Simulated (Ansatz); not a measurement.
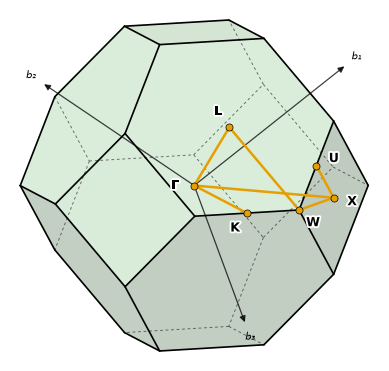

For Ta, the input geometry of an electronic-structure calculation (not necessarily at equilibrium); the starting structure was generated, so it need not be a known form of this composition: the first Brillouin zone and its special points. Symmetry computed with spglib at a tolerance of 0.002 Å; standard conventional cell.

Space group No. 227, Fd-3m, origin choice 1; a = 6.005 Å, b = 6.005 Å, c = 6.005 Å, α = 90.00°, β = 90.00°, γ = 90.00°.

Labels and path follow the convention of Hinuma et al. (2017), as computed by seekpath; the arrows show the directions of the reciprocal primitive vectors b₁, b₂, b₃, in which coordinates are given; lengths include the factor 2π.

### List the special points with their coordinates and distances from Γ.

| point | k₁ | k₂ | k₃ | length of k (1/Å) |
| --- | --- | --- | --- | --- |
| Γ | 0 | 0 | 0 | 0.000 |
| X | 1/2 | 0 | 1/2 | 1.046 |
| L | 1/2 | 1/2 | 1/2 | 0.906 |
| W | 1/2 | 1/4 | 3/4 | 1.170 |
| K | 3/8 | 3/8 | 3/4 | 1.110 |
| U | 5/8 | 1/4 | 5/8 | 1.110 |

### What is the zone's volume?

(2π)³ over the primitive cell's volume of 54.13 Å³: 4.58 Å⁻³.
